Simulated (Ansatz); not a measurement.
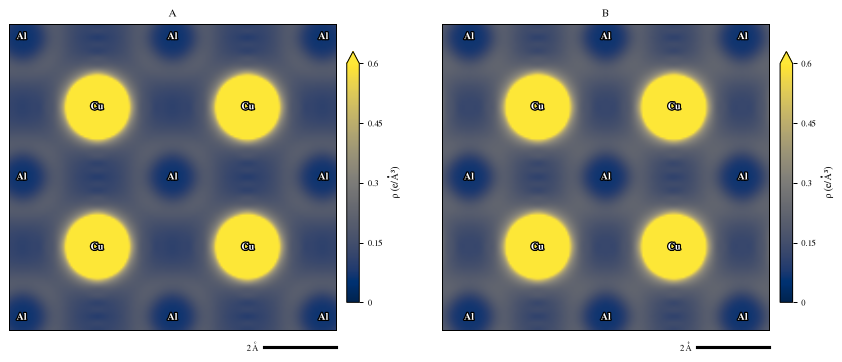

Al3Cu. The valence pseudo-density of two cells that differ in size and shape, on the (010) plane of each (indices in the axes of the calculation cell), at one length scale and on one colour scale; one has 14.4 and the other 15.8 Å³ an atom.

Method: Ansatz, DFT PBEsol, scalar-relativistic, plane waves, PAW.

**Which panel shows the smaller cell, and what does the compression change?**

Panel B is the smaller cell, by 9 % in volume. From the larger cell to the smaller, Al–Cu goes from 2.86 to 2.72 Å, and the density at its midpoint from 0.19 to 0.23 e/Å³; the pressure goes from −6 to 2.7 GPa.
